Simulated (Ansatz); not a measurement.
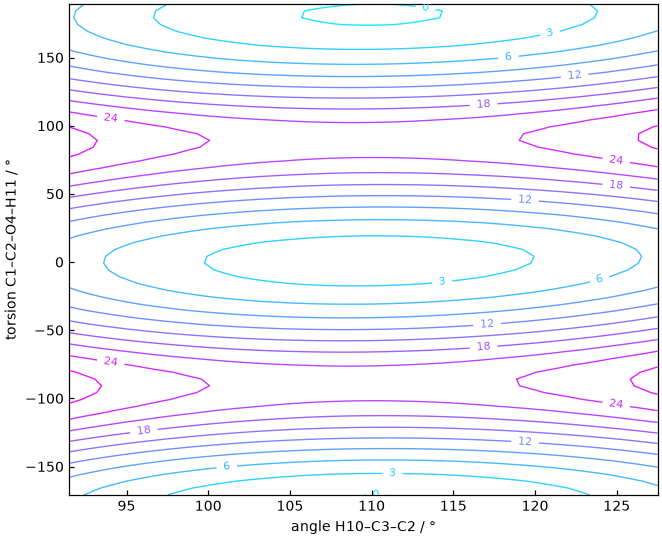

Energy landscape of C₃H₇O, SMILES CC(C)=[OH+], charge +1. Two internal coordinates are moved rigidly from the geometry relaxed at PBE0-D4/def2-TZVP, all others fixed. The first coordinate is: angle H10–C3–C2; the second: torsion C1–C2–O4–H11. The scan uses a 5 × 8 grid. Points are written as (first, second). Energies: kcal/mol, counted from the lowest grid point. Level of theory: RKS PBE-D4/def2-TZVPP in Ansatz 0.2.0.

In the figure: contour lines labelled in kcal/mol. Between grid points the surface is interpolated. 

**What does the map say about the system?**

The lowest grid point is at (109.5°, −171°). There is a further well near (109.5°, 9°) (1.5 kcal/mol above the lowest at that grid point). The highest grid point, (127.5°, −81°), lies 27.6 kcal/mol above the lowest. On the interpolated surface the easiest way out of the lowest well to the well at about (110°, 0°) passes a barrier of about 23 kcal/mol. Round the minimum the two coordinates are weakly coupled (coupling −0.06 in units of the two stiffnesses).
